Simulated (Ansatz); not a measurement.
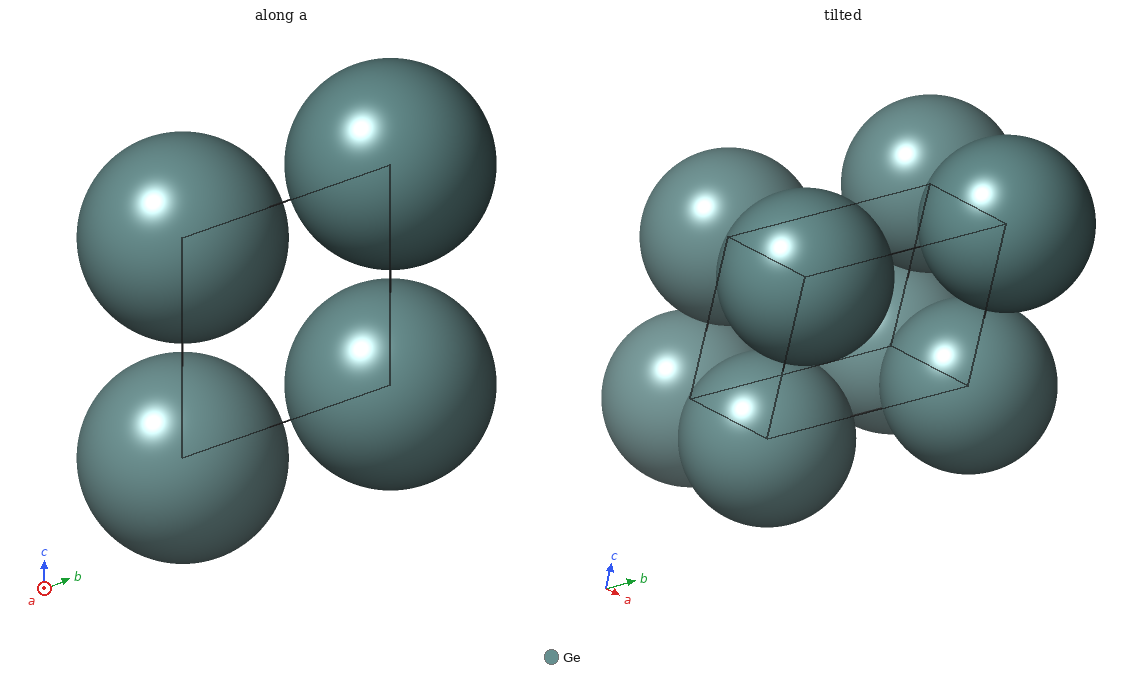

Space-filling model, viewed along the a axis and slightly off an axis. The lines enclose the simulation cell; boundary atoms appear with their images.

The run was set up as follows:
```yaml
crystal:
  lattice:
    - [0.0, 2.0350110208, 2.0350110208]
    - [2.0350110208, 0.0, 2.0350110208]
    - [2.0350110208, 2.0350110208, 0.0]
  atoms:
    - { symbol: Ge, position: [0.0, 0.0, 0.0] }
basis:
  ecutwfc: 420
kpoints:
  mp_grid: { grid: [18, 18, 18] }
hamiltonian:
  xc: pbe
scf:
  occupations: { method: gaussian, width: 0.1 }
output:
  forces: true
  stress: true
  eigenvalues: true
  populations: true
```
Run as:
```sh
ansatz run input.yaml --threads 1 --pin off --max-ram 1331MiB --backend cpu --events-out ev --progress --plain --runs-dir out
```

Computational set-up: DFT PBE, scalar-relativistic, plane waves, PAW (Ansatz 0.2.0), plane-wave cutoff 420 eV, k-grid 18×18×18, Gaussian smearing of 0.1 eV, no spin polarisation.

Question: Predict the gap.

Answer: A metal: bands cross the Fermi level.

Question: Would the cell expand or shrink if it could?

Answer: The computed pressure is 12.8 GPa (compressed: it would expand).

The structure was taken from a structure listed in the Materials Project. The cell was then strained or its atoms displaced on purpose. It was run through Ansatz as a DFT input.

At this level of theory the cell isn't at rest (compressed, at 13 GPa), so its distances can differ from those at equilibrium, the more so the softer the solid.
